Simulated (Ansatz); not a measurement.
Cell and atoms:

```
Al Cu
1.0
     6.03203    0.00000    0.00000
     0.00000    6.03203    0.00000
     0.00000    0.00000    6.03203
Al Cu
4 16
Direct
  0.43967 0.93967 0.56033
  0.93967 0.56033 0.43967
  0.56033 0.43967 0.93967
  0.06033 0.06033 0.06033
  0.80929 0.30929 0.19071
  0.30929 0.19071 0.80929
  0.19071 0.80929 0.30929
  0.69071 0.69071 0.69071
  0.04688 0.87524 0.70143
  0.29857 0.54688 0.62476
  0.37524 0.79857 0.95312
  0.54688 0.62476 0.29857
  0.79857 0.95312 0.37524
  0.87524 0.70143 0.04688
  0.95312 0.37524 0.79857
  0.70143 0.04688 0.87524
  0.62476 0.29857 0.54688
  0.45312 0.12476 0.20143
  0.20143 0.45312 0.12476
  0.12476 0.20143 0.45312
```

### Work out the structure from the coordinates.

Formula: AlCu₄. The symmetry is that of P2_13 (No. 198), on a primitive cubic lattice. The cell comprises 4 formula units: 4 Al, 16 Cu. Each Al atom is coordinated by twelve Cu at 2.27 to 2.55 Å. About every Cu there are nine Cu and three Al (2.42 to 2.56 Å to Cu, 2.27 to 2.55 Å to Al). The bonds build a three-dimensional framework.

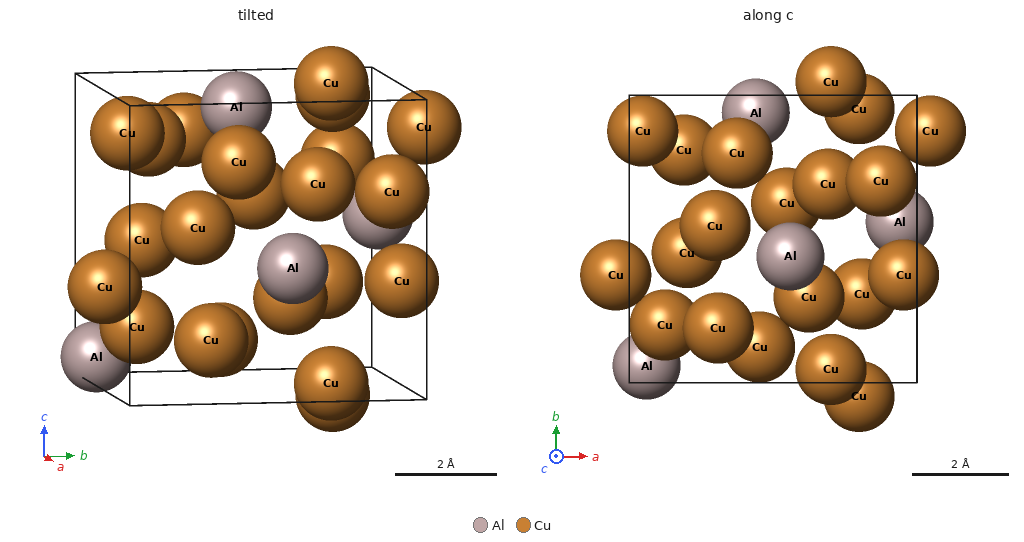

Spheres-only model, viewed slightly off an axis and along the c axis. One conventional unit cell is framed, with atoms on its boundary repeated.

The structure was taken from a structure listed in the Materials Project. The cell was then strained or its atoms displaced on purpose. The atoms were relaxed in a fixed cell with DFT PBEsol, scalar-relativistic, plane waves, PAW in Ansatz 0.2.0.

At this level of theory the run's own cell isn't at rest (compressed, at 17 GPa), so its distances can differ from those at equilibrium, the more so the softer the solid.
